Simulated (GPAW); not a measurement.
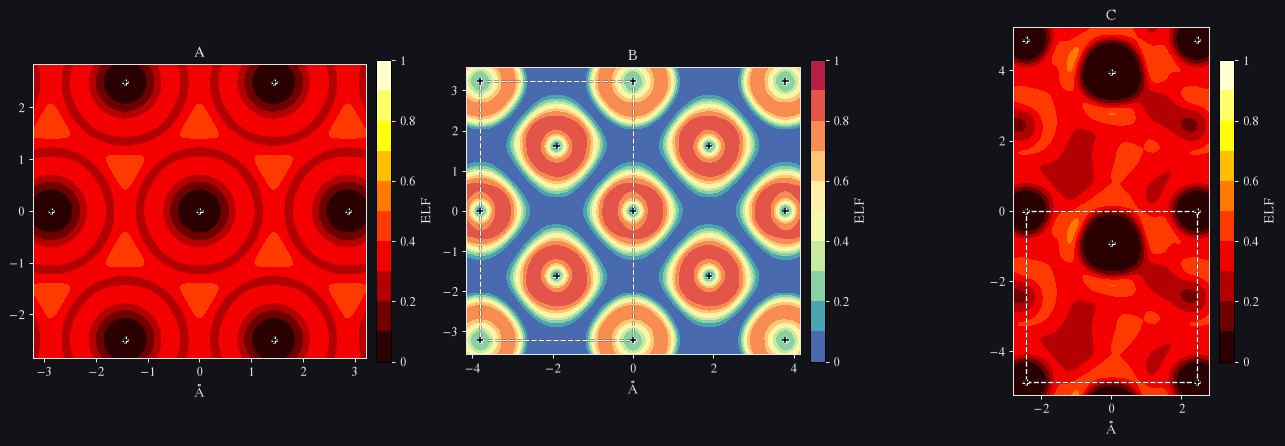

The electron localisation function of 3 systems, each on a plane through atoms (crosses mark nuclei in the plane).

Computed with Kohn-Sham DFT of a periodic cell, PBEsol, PAW data sets made by gpaw-setup for the functional (GPAW).

System 1: W, the (111) plane of the conventional cell. Space group Fm-3m; computed pressure about −13 GPa in this cell.

```yaml
crystal:
  lattice:
    - [4.06000, 0.00000, 0.00000]
    - [0.00000, 4.06000, 0.00000]
    - [0.00000, 0.00000, 4.06000]
  atoms:
    - { symbol: W, position: [0.00000, 0.00000, 0.00000] }
    - { symbol: W, position: [0.00000, 0.50000, 0.50000] }
    - { symbol: W, position: [0.50000, 0.00000, 0.50000] }
    - { symbol: W, position: [0.50000, 0.50000, 0.00000] }
```

System 2: CaF3, the (010) plane of the conventional cell. Space group I4/mmm; a structure from a database of computed crystals, not necessarily the ambient phase; computed pressure about −5 GPa in this cell.

```xyz
8
Lattice="3.7988 0.0000 0.0000 0.0000 3.7988 0.0000 0.0000 0.0000 6.4454" Properties=species:S:1:pos:R:3 pbc="T T T"
Ca    0.0000    0.0000    0.0000
Ca    1.8994    1.8994    3.2227
F     0.0000    0.0000    3.2227
F     1.8994    1.8994    0.0000
F     1.8994    0.0000    1.6113
F     0.0000    1.8994    4.8340
F     0.0000    1.8994    1.6113
F     1.8994    0.0000    4.8340
```

System 3: AlPt, the (010) plane of the conventional cell. Space group P2₁3; a structure from a database of computed crystals, not necessarily the ambient phase.

```
CELL_PARAMETERS angstrom
4.87893 0.00000 0.00000
0.00000 4.87893 0.00000
0.00000 0.00000 4.87893
ATOMIC_POSITIONS crystal
Pt 0.84494 0.65506 0.34494
Pt 0.65506 0.34494 0.84494
Pt 0.34494 0.84494 0.65506
Pt 0.15506 0.15506 0.15506
Al 0.15597 0.34403 0.65597
Al 0.34403 0.65597 0.15597
Al 0.65597 0.15597 0.34403
Al 0.84403 0.84403 0.84403
```

### Which map belongs to which system?

Panel A is system 1, W: the plane holds W. W–W (2.87 Å): the ELF is about 0.35 at the midpoint. Panel B is system 2, CaF3: the plane holds Ca and F. Ca–F (2.49 Å): the ELF is about 0.05 at the midpoint: a largely ionic contact. Panel C is system 3, AlPt: the plane holds Pt and Al. Al–Pt (2.61 Å): the ELF is about 0.50 at the midpoint.
